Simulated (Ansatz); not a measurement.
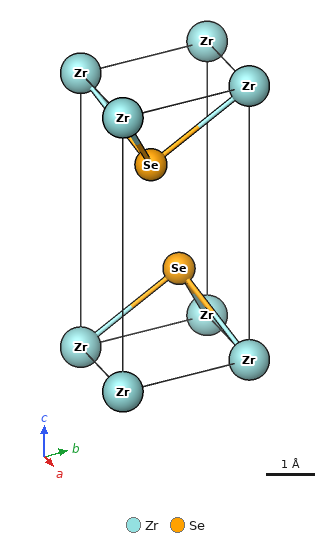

**Figure 1.** The input geometry (ball-and-stick view of the cell of the calculation, seen slightly off an axis). An atom can appear more than once, as a periodic image. Near neighbours in the periodic cell (some may lie outside the picture): Zr has 6 Se at 2.65 Å; Se has 3 Zr at 2.65 Å.

ZrSe$_{2}$: geometry relaxation

The run: geometry relaxation of ZrSe$_{2}$ (P-3m1, 3 atoms in the cell). Method and program: DFT LDA, scalar-relativistic, plane waves, PAW, no spin polarisation (Ansatz 0.2.0).

It belongs to a series of runs on one base structure; here: volume 23.446 Å³/atom.

Input:
```yaml
crystal:
  lattice:
    - [3.6893726159, 0.0, 0.0]
    - [-1.8446863079, 3.1950904094, 0.0]
    - [0.0, 0.0, 5.9670434636]
  atoms:
    - { symbol: Zr, position: [0.0, 0.0, 0.0] }
    - { symbol: Se, position: [0.3333333333, 0.6666666667, 0.2640901045] }
    - { symbol: Se, position: [0.6666666667, 0.3333333333, 0.7359098955] }
basis:
  ecutwfc: 420
  ecutrho_ratio: 4
kpoints:
  mp_grid: { grid: [8, 8, 4] }
hamiltonian:
  xc: lda
scf:
  occupations: { method: gaussian, width: 0.05 }
output:
  forces: true
  stress: true
  eigenvalues: true
relax:
  f_tol: 0.01
  max_steps: 40
  cell: { stress_tol: 0.1, fix: [volume] }
```

Run as:
```bash
ansatz run input.yaml --threads 4 --pin off --max-ram 8192MiB --backend cpu --events-out ev --progress --plain --runs-dir out
```

Output:
```
Engine: ansatz 0.2.0, aarch64-unknown-linux-gnu
Pseudopotentials: kind: paw
Pseudopotential: Zr, paw, valence charge 12, recommended cutoff 420 eV (normal), Zr.paw.azcp
Pseudopotential: Se, paw, valence charge 16, recommended cutoff 420 eV (normal), Se.paw.azcp
Functional definition: SPW92
  exchange = slater_x
  correlation = pw_c
Crystal: 3 atoms, lattice volume = 70.339 Å³
Basis set: ecut = 420 eV, 1387 PW (Γ)
Bands: 27, of which v1, the nominal top of the filled ones, is band 22 counted from 1 (21 counted from 0)
Symmetry: 12 space group operations
Space group: P-3m1 (ITA 164), of the structure as read, at distance tolerance 4.1e-5 Å
k-points: 35 of 256
Non-local potential: Zr, projectors of the file, l = 0: 3, l = 1: 2, l = 2: 2, l = 3: 2
Non-local potential: Se, projectors of the file, l = 0: 2, l = 1: 2, l = 2: 3, l = 3: 1
PAW form: soft (Blöchl's): semilocal exchange-correlation on the pseudo side does not see the compensation charge
PAW frozen core: Zr, regenerated for the run's functional, and the local potential with it (the file was generated under x = pbe(κ = 0.804, μ = 0.2195149727645171), c = pbe(β = 0.06672455060314922))
PAW frozen core: Se, regenerated for the run's functional, and the local potential with it (the file was generated under x = pbe(κ = 0.804, μ = 0.2195149727645171), c = pbe(β = 0.06672455060314922))
PAW one-centre angular grid: Zr, 590 points (default); XC on 64 Gauss nodes
PAW one-centre angular grid: Se, 590 points (default); XC on 64 Gauss nodes
Initial density: superposition of atomic densities (neutral atoms: chi_scale 0, normalization atom), corrected by the library's trained network
Initial wavefunctions: pseudopotential atomic-orbital guess
Functional: x = slater, c = lda
SCF iter   1: F=—  HF=-14848.030855 eV  |F-HF|=—  |Δ(HF+E_count)|=         —  Δρ=4.63e-3  dr2=5.61e-3  ethr=1.77e-3  ⟨swp⟩=5.6  Hψ=3837  notcnv=0
preconditioner: auto → LDOS  [insulator: Δε(μ)=0.094 eV  Ē_g=8.178 eV  σ=0.050 eV  W_gap=0.55  n_scr=22 (ndim 8)  ℏωp=17.7 eV  f_vac=0.027  D(μ)=0.49/eV (n_scr^D=2)  ε∞_Penn≈5.7  β→1.0]
SCF iter   2: F=—  HF=-14848.030092 eV  |F-HF|=—  |Δ(HF+E_count)|=   7.63e-4  Δρ=1.15e-3  dr2=2.13e-3  ethr=1.27e-5  ⟨swp⟩=2.2  Hψ=1971  notcnv=0
SCF iter   3: F=—  HF=-14848.029903 eV  |F-HF|=—  |Δ(HF+E_count)|=   1.89e-4  Δρ=8.81e-4  dr2=2.13e-3  ethr=4.84e-6  ⟨swp⟩=3.0  Hψ=1646  notcnv=0  defer=2
SCF iter   4: F=—  HF=-14848.029562 eV  |F-HF|=—  |Δ(HF+E_count)|=   3.41e-4  Δρ=2.29e-4  dr2=9.91e-5  ethr=4.84e-6  ⟨swp⟩=2.0  Hψ=1075  notcnv=0  defer=2
SCF iter   5: F=—  HF=-14848.029540 eV  |F-HF|=—  |Δ(HF+E_count)|=   2.27e-5  Δρ=6.86e-5  dr2=9.34e-6  ethr=2.25e-7  ⟨swp⟩=2.9  Hψ=1649  notcnv=0  defer=2
SCF iter   6: F=—  HF=-14848.029538 eV  |F-HF|=—  |Δ(HF+E_count)|=   1.78e-6  Δρ=1.11e-5  dr2=2.19e-7  ethr=2.12e-8  ⟨swp⟩=2.0  Hψ=1047  notcnv=0  defer=2
SCF iter   7: F=-14848.029538 eV  HF=-14848.029538 eV  |F-HF|=1.86e-9  |Δ(HF+E_count)|=   3.95e-8  Δρ=1.21e-6  dr2=2.13e-9  ethr=2.27e-10  ⟨swp⟩=6.6  Hψ=3696  notcnv=0
SCF 1 converged in 7 iterations: F = -14848.029538 eV  dr2 = 2.13e-9
  greatest PAW one-centre occupation: 1.000 electrons in one spin orbital (limit 2), on the Se atom at site 2 (counted from 0), in its partial waves of l = 2
relax step   1: F+E_penalty+E_count = -14848.02953780 eV  Δ(F+E_penalty+E_count) = +0.000e0 eV  max|allowed force component| = 1.184e-1 eV/Å  Δτ_max = 0.0000 Å  P = +0.597 GPa  Ω = 70.339 Å³  fix = [volume]  reactions: volume +0.597 GPa  (7 SCF iters, dr2 threshold 1.00e-7 eV, accepted)
Initial density: handed on by an earlier stage of this run
Initial wavefunctions: those handed on with the density
iter 1 solved again at ethr=5.99e-6 eV; its pass at ethr=3.10e-3 eV (dr2=2.64e-3 eV) is discarded
SCF iter   1: F=—  HF=-14848.027076 eV  |F-HF|=—  |Δ(HF+E_count)|=         —  Δρ=2.37e-3  dr2=2.64e-3  ethr=5.99e-6  ⟨swp⟩=2.0  Hψ=4148  notcnv=0
preconditioner: auto → Resta (q_TF=auto, 2.523 Å⁻¹)  ε∞=5.8  [insulator: Δε(μ)=0.068 eV  Ē_g=8.102 eV  σ=0.050 eV  W_gap=0.61  n_scr=22 (ndim 8)  ℏωp=17.7 eV  f_vac=0.018  D(μ)=0.43/eV (n_scr^D=0)  ε∞_Penn≈5.8]
SCF iter   2: F=—  HF=-14848.026208 eV  |F-HF|=—  |Δ(HF+E_count)|=   8.68e-4  Δρ=1.12e-3  dr2=5.80e-4  ethr=5.99e-6  ⟨swp⟩=2.8  Hψ=1564  notcnv=0
SCF iter   3: F=—  HF=-14848.026031 eV  |F-HF|=—  |Δ(HF+E_count)|=   1.77e-4  Δρ=1.83e-4  dr2=3.16e-5  ethr=1.32e-6  ⟨swp⟩=2.0  Hψ=1681  notcnv=0
SCF iter   4: F=—  HF=-14848.026036 eV  |F-HF|=—  |Δ(HF+E_count)|=   4.55e-6  Δρ=9.64e-5  dr2=1.14e-5  ethr=7.18e-8  ⟨swp⟩=2.0  Hψ=1568  notcnv=0
SCF iter   5: F=—  HF=-14848.026033 eV  |F-HF|=—  |Δ(HF+E_count)|=   2.65e-6  Δρ=1.74e-5  dr2=5.56e-7  ethr=2.59e-8  ⟨swp⟩=3.0  Hψ=1677  notcnv=0
SCF iter   6: F=-14848.026033 eV  HF=-14848.026033 eV  |F-HF|=2.11e-8  |Δ(HF+E_count)|=   6.17e-8  Δρ=4.37e-6  dr2=1.58e-8  ethr=6.82e-10  ⟨swp⟩=4.8  Hψ=3583  notcnv=0
SCF 2 converged in 6 iterations: F = -14848.026033 eV  dr2 = 1.58e-8
relax step   2: F+E_penalty+E_count = -14848.02603340 eV  Δ(F+E_penalty+E_count) = +3.504e-3 eV  max|allowed force component| = 2.310e-1 eV/Å  Δτ_max = 0.0343 Å  P = -1.123 GPa  Ω = 70.339 Å³  energy of the carried Pulay correction = -8.982e-18 eV  fix = [volume]  (6 SCF iters, dr2 threshold 3.00e-7 eV, rejected (line search))
iter 1 solved again at ethr=2.82e-6 eV; its pass at ethr=3.10e-3 eV (dr2=1.24e-3 eV) is discarded
SCF iter   1: F=—  HF=-14848.031441 eV  |F-HF|=—  |Δ(HF+E_count)|=         —  Δρ=1.49e-3  dr2=1.18e-3  ethr=2.82e-6  ⟨swp⟩=2.0  Hψ=3913  notcnv=0
preconditioner: auto → LDOS  [metal: Δε(μ)=0.028 eV  Ē_g=8.142 eV  σ=0.050 eV  W_gap=0.30  n_scr=22 (ndim 8)  ℏωp=17.7 eV  f_vac=0.022  D(μ)=0.48/eV (n_scr^D=2)  β→1.0]
SCF iter   2: F=—  HF=-14848.031518 eV  |F-HF|=—  |Δ(HF+E_count)|=   7.71e-5  Δρ=1.03e-3  dr2=2.16e-3  ethr=2.69e-6  ⟨swp⟩=2.0  Hψ=1854  notcnv=0
SCF iter   3: F=—  HF=-14848.031039 eV  |F-HF|=—  |Δ(HF+E_count)|=   4.80e-4  Δρ=2.80e-4  dr2=2.00e-4  ethr=2.69e-6  ⟨swp⟩=2.1  Hψ=1309  notcnv=0
SCF iter   4: F=—  HF=-14848.031007 eV  |F-HF|=—  |Δ(HF+E_count)|=   3.11e-5  Δρ=6.01e-5  dr2=1.34e-6  ethr=4.55e-7  ⟨swp⟩=2.0  Hψ=1144  notcnv=0
SCF iter   5: F=—  HF=-14848.031008 eV  |F-HF|=—  |Δ(HF+E_count)|=   3.21e-7  Δρ=2.03e-5  dr2=2.03e-7  ethr=3.03e-9  ⟨swp⟩=2.0  Hψ=1680  notcnv=0
SCF iter   6: F=—  HF=-14848.031008 eV  |F-HF|=—  |Δ(HF+E_count)|=   5.58e-8  Δρ=3.60e-6  dr2=4.93e-9  ethr=4.62e-10  ⟨swp⟩=2.0  Hψ=1680  notcnv=0
SCF iter   7: F=—  HF=-14848.031008 eV  |F-HF|=—  |Δ(HF+E_count)|=  8.51e-10  Δρ=8.40e-7  dr2=1.52e-10  ethr=1.12e-11  ⟨swp⟩=2.0  Hψ=1680  notcnv=0
SCF iter   8: F=-14848.031008 eV  HF=-14848.031008 eV  |F-HF|=5.46e-12  |Δ(HF+E_count)|=  4.37e-11  Δρ=9.62e-8  dr2=2.44e-12  ethr=1.00e-12  ⟨swp⟩=4.0  Hψ=3293  notcnv=0
SCF 3 converged in 8 iterations: F = -14848.031008 eV  dr2 = 2.44e-12
relax step   3: F+E_penalty+E_count = -14848.03100777 eV  Δ(F+E_penalty+E_count) = -1.470e-3 eV  max|allowed force component| = 5.557e-4 eV/Å  Δτ_max = 0.0125 Å  P = -0.043 GPa  Ω = 70.339 Å³  energy of the carried Pulay correction = +4.491e-18 eV  fix = [volume]  reactions: volume -0.043 GPa  (8 SCF iters, accepted)
Initial wavefunctions: pseudopotential atomic-orbital guess (no wavefunctions were taken with the density)
iter 1 solved again at ethr=5.12e-8 eV; its pass at ethr=3.10e-3 eV (dr2=2.25e-5 eV) is discarded
SCF iter   1: F=—  HF=-14848.031004 eV  |F-HF|=—  |Δ(HF+E_count)|=         —  Δρ=1.13e-4  dr2=1.86e-7  ethr=5.12e-8  ⟨swp⟩=3.1  Hψ=6304  notcnv=0
preconditioner: auto → LDOS  [metal: Δε(μ)=0.026 eV  Ē_g=8.143 eV  σ=0.050 eV  W_gap=0.27  n_scr=22 (ndim 8)  ℏωp=17.7 eV  f_vac=0.022  D(μ)=0.52/eV (n_scr^D=2)  β→1.0]
SCF iter   2: F=—  HF=-14848.031012 eV  |F-HF|=—  |Δ(HF+E_count)|=   8.69e-6  Δρ=5.13e-7  dr2=5.80e-10  ethr=4.22e-10  ⟨swp⟩=1.8  Hψ=1069  notcnv=0
SCF iter   3: F=—  HF=-14848.031012 eV  |F-HF|=—  |Δ(HF+E_count)|=  7.24e-10  Δρ=8.66e-7  dr2=2.41e-9  ethr=1.00e-12  ⟨swp⟩=6.9  Hψ=4539  notcnv=0
SCF iter   4: F=-14848.031012 eV  HF=-14848.031012 eV  |F-HF|=2.00e-11  |Δ(HF+E_count)|=  4.31e-10  Δρ=9.57e-8  dr2=1.29e-11  ethr=1.00e-12  ⟨swp⟩=3.0  Hψ=3658  notcnv=0
SCF 4 converged in 4 iterations: F = -14848.031012 eV  dr2 = 1.29e-11
relax step   4: F+E_penalty+E_count = -14848.03101239 eV  Δ(F+E_penalty+E_count) = -4.615e-6 eV  max|allowed force component| = 5.584e-4 eV/Å  Δτ_max = 0.0000 Å  P = -0.043 GPa  Ω = 70.339 Å³  fix = [volume]  reactions: volume -0.043 GPa  stress off target by 2.69e-2 GPa on what of the cell is left free  SCF on the basis re-selected at this cell (its energy is not comparable with the rows above)  (4 SCF iters)
```

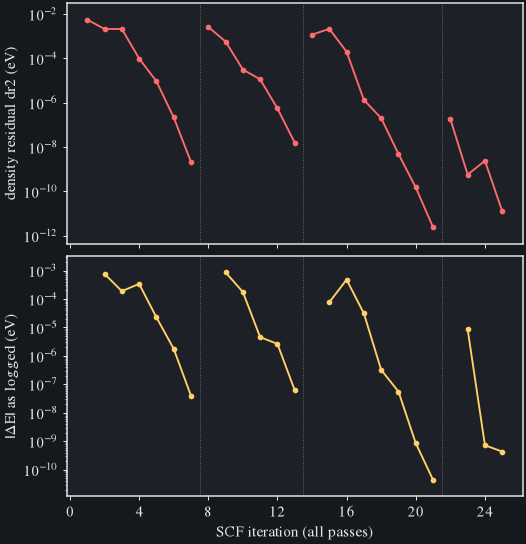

**Figure 2.** Convergence of the self-consistent field: density residual dr2 and size of the energy change against the SCF iteration. The dotted lines part the SCF passes of the relaxation: geometry steps, rejected trials and re-solves on a re-selected basis. The passes take 7, 6, 8 and 4 iterations.

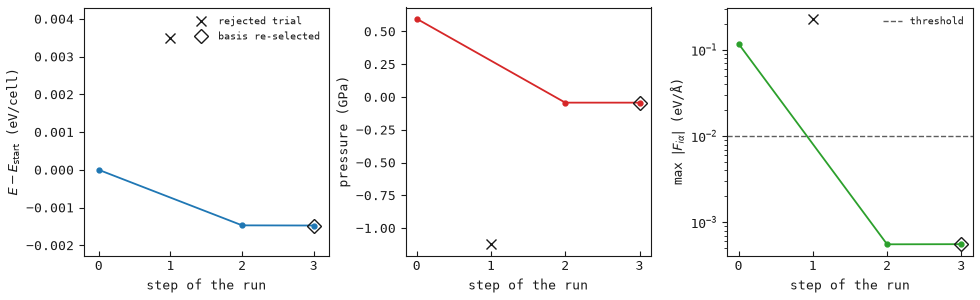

**Figure 3.** Progress of the relaxation, step by step (the first geometry is step 0 here and step 1 in the log). After 2 geometry steps the energy has fallen by 1.5 meV per cell of the calculation. Largest force component: 0.12 eV/Å at the start, 0.00056 eV/Å at the end. Pressure: 0.60 GPa at the start and −0.04 GPa at the end. The line search rejected the trial step at point 1 (counted from 0) and went back. The largest moves relative to the cell, 0.012 Å, are those of Se2 and Se3. Zr stays in place. Distances before and after: Zr1–Se2 2.650 → 2.657 Å. The space group stays P-3m1 (No. 164). A last SCF at the same geometry on a re-selected plane-wave basis shifts the energy by next to nothing (0.0 meV per cell of the calculation). (Atoms are counted from 1 in the order of the input.)

```
basis re-selected at this cell: Δ(F+E_penalty+E_count) = -4.615e-6 eV, ΔP = -0.000 GPa vs the last step (what re-selecting the basis moved, of the pressure what is left beyond the Pulay correction that the steps carried, after the strain that the cell walked since its last selection, with what the two solves' SCF thresholds leave and, on support functions, any second-order correction that the steps lacked; it is no measure of the basis error at this ecutwfc). This SCF's stress stands 2.69e-2 GPa from its target on what of the cell is left free (relax.cell.stress_tol is 1.00e-1 GPa) and its largest allowed force component is 5.58e-4 eV/Å (relax.f_tol is 1.00e-2 eV/Å): within both
SCF converged after 4 iterations
Free energy (F): -14848.031012 eV
Harris-Foulkes:  -14848.031012 eV  (|F-HF|=2.00e-11)
Internal energy: -14848.030368 eV  (E = F + TS)
E sigma→0 (E₀):  -14848.030690 eV
Entropy (-TS):   -0.000644 eV (-0.215 meV/atom)
Fermi energy:    9.951208 eV
--- Per-component energies (eV) ---
  E_band       = -854.244733
  E_kinetic    = 574.337725
  E_local      = -5514.647355  (includes V_loc(G=0)·N_el)
  E_nonlocal   = -1096.429226
  E_hartree    = 2613.699198
  E_xc         = -369.713489
  E_vxc        = -390.215647  (∫ρ·V_xc dr)
  E_paw        = -6501.957156  (= ΣΔE_a)
  E_vpaw       = 345.312428  (= ΣTr[D̂ρ^β])
  E_aug_tail   = -0.001186  (compensation charges beyond the density's cutoff)
  E_ewald      = -4558.124003
  E_core_change = 4.805125  (= ΣΔE_core)
  E_smearing   = -0.000644  (= −TS)
  E_closure    = 0.000000  (closes the sum)
  Σ components = -14848.031012   (vs F -14848.031012, Δ=0.00e0)
--- Forces (eV/Å), atoms counted from 1 ---
  atom   1  Zr     0.00000000    -0.00000000     0.00000000
  atom   2  Se     0.00000000     0.00000000    -0.00055841
  atom   3  Se    -0.00000000    -0.00000000     0.00055841
  max |Σ_I F_I| component: 4.63e-18 eV/Å
--- Stress (GPa, compression-positive) ---
       -0.056281      -0.000000      -0.000000
       -0.000000      -0.056281      -0.000000
       -0.000000      -0.000000      -0.015873
  P = ⅓ Tr σ = -0.0428 GPa (-0.428 kbar)
--- Band table (eV; the first three rows and the last of 35) ---
  k-point 0: bands = ["-39.3001", "-37.3482", "-37.3482", "-37.3474", "-37.3474", "-37.3444", "-37.3442", "-37.3351", "-37.3351", "-37.3349", "-37.3349", "-17.4390", "-17.2987", "-17.2987", "-3.7730", "-2.2381", "4.6415", "7.1800", "7.1800", "9.9514", "9.9514", "10.0822", "10.9217", "10.9217", "11.1901", "14.0715", "14.0715"]
  k-point 1: bands = ["-39.3001", "-37.3483", "-37.3483", "-37.3474", "-37.3474", "-37.3444", "-37.3442", "-37.3351", "-37.3351", "-37.3349", "-37.3349", "-17.4395", "-17.2987", "-17.2987", "-3.6033", "-2.5064", "5.2007", "7.2230", "7.2230", "8.7300", "9.7944", "9.7944", "10.8981", "10.8981", "11.6366", "14.3863", "14.3863"]
  k-point 2: bands = ["-39.3000", "-37.3483", "-37.3483", "-37.3474", "-37.3474", "-37.3443", "-37.3443", "-37.3351", "-37.3351", "-37.3349", "-37.3349", "-17.4399", "-17.2987", "-17.2987", "-3.2735", "-2.9284", "6.2349", "7.2691", "7.2691", "7.2825", "9.6457", "9.6457", "10.8732", "10.8732", "11.7599", "14.7263", "14.7263"]
  k-point 34: bands = ["-39.2845", "-37.3484", "-37.3481", "-37.3480", "-37.3437", "-37.3437", "-37.3430", "-37.3347", "-37.3345", "-37.3343", "-37.3339", "-17.5008", "-17.4319", "-17.3699", "-2.4712", "-2.2473", "5.5274", "5.8349", "6.7840", "7.0402", "7.6676", "8.0439", "11.2737", "12.1947", "12.2481", "14.5686", "15.6131"]
--- Relaxed structure (3 steps of the walk, 2 accepted, 1 SCFs on fresh bases) ---
  F+E_penalty+E_count = -14848.03101239 eV   max|allowed force component| = 5.584e-4 eV/Å   (the final SCF, on the basis selected at the relaxed cell)
  cell:  # Å, volume = 70.3388 Å³
    - [3.695778511096985, -2.8917606427769193e-11, -2.3665507582176017e-19]
    - [-1.847889255523449, 3.200638077385076, 1.1832753790927687e-19]
    - [-3.827564386484834e-19, 7.423980028143979e-34, 5.9463760302714865]
  atoms:
    - { symbol: Zr, position: [-1.264054246914485e-34, 1.674383104048189e-36, 2.689676437105107e-36] }
    - { symbol: Se, position: [0.33333333333333337, 0.6666666666666667, 0.26618497217247433] }
    - { symbol: Se, position: [0.6666666666666665, 0.33333333333333337, 0.7338150278275257] }
```

Trajectory as extended XYZ (Å, eV, eV/Å), 4 frames, from step=1 to step=4:
```
3
Lattice="3.6894 0.0000 0.0000 -1.8447 3.1951 0.0000 0.0000 0.0000 5.9670" Properties=species:S:1:pos:R:3:forces:R:3 step=1 energy=-14848.02954 pressure_GPa=0.60
Zr    0.0000    0.0000    0.0000    0.0000   0.0000   0.0000
Se    0.0000    2.1301    1.5758    0.0000   0.0000   0.1184
Se    1.8447    1.0650    4.3912    0.0000   0.0000  -0.1184
3
Lattice="3.6972 0.0000 0.0000 -1.8486 3.2018 0.0000 0.0000 0.0000 5.9419" Properties=species:S:1:pos:R:3:forces:R:3 step=2 energy=-14848.02603 pressure_GPa=-1.12 accepted=F
Zr    0.0000    0.0000    0.0000    0.0000   0.0000   0.0000
Se    0.0000    2.1346    1.6033    0.0000   0.0000  -0.2310
Se    1.8486    1.0673    4.3386    0.0000   0.0000   0.2310
3
Lattice="3.6958 0.0000 0.0000 -1.8479 3.2006 0.0000 0.0000 0.0000 5.9464" Properties=species:S:1:pos:R:3:forces:R:3 step=3 energy=-14848.03101 pressure_GPa=-0.04
Zr    0.0000    0.0000    0.0000    0.0000   0.0000   0.0000
Se    0.0000    2.1338    1.5828    0.0000   0.0000  -0.0006
Se    1.8479    1.0669    4.3635    0.0000   0.0000   0.0006
3
Lattice="3.6958 0.0000 0.0000 -1.8479 3.2006 0.0000 0.0000 0.0000 5.9464" Properties=species:S:1:pos:R:3:forces:R:3 step=4 energy=-14848.03101 pressure_GPa=-0.04
Zr    0.0000    0.0000    0.0000    0.0000   0.0000   0.0000
Se    0.0000    2.1338    1.5828    0.0000   0.0000  -0.0006
Se    1.8479    1.0669    4.3635    0.0000   0.0000   0.0006
```

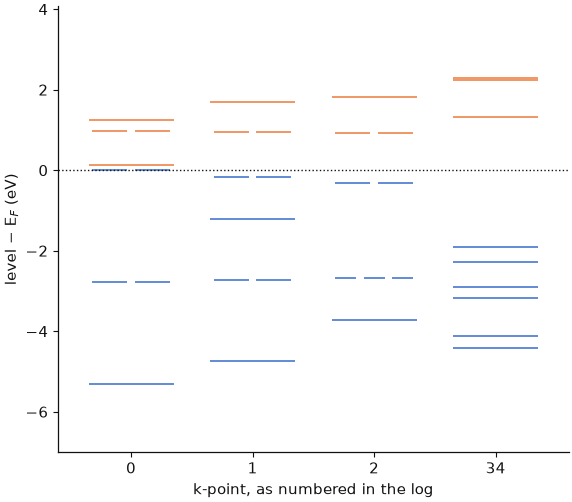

**Figure 4.** Kohn–Sham levels near the Fermi level (dotted) at the few k-points that the log prints; levels within 0.02 eV of each other stand side by side. The system is metallic on the full mesh.

Key numbers:

```json
{"quantity": "outcome", "value": "converged"}
{"quantity": "space group (tolerance 0.01 Å)", "value": "P-3m1 (164)"}
{"quantity": "electrons treated", "value": "44"}
{"quantity": "free energy", "value": "−14848.0310 eV"}
{"quantity": "Fermi energy", "value": "9.951 eV"}
{"quantity": "gap on the k-point mesh", "value": "none (metallic)"}
{"quantity": "pressure", "value": "−0.04 GPa"}
{"quantity": "final volume", "value": "70.34 Å³"}
{"quantity": "largest force (length of the vector) at the end", "value": "0.001 eV/Å"}
{"quantity": "final cell", "value": "a = 3.696 Å, b = 3.696 Å, c = 5.946 Å, α = 90.00°, β = 90.00°, γ = 120.00°"}
{"quantity": "hardware", "value": "4 threads of Arm Neoverse V2, 24 GiB of memory available, shared host"}
{"quantity": "wall time", "value": "3.6 s (CPU time 13 s)"}
{"quantity": "peak memory", "value": "0.41 GiB"}
```
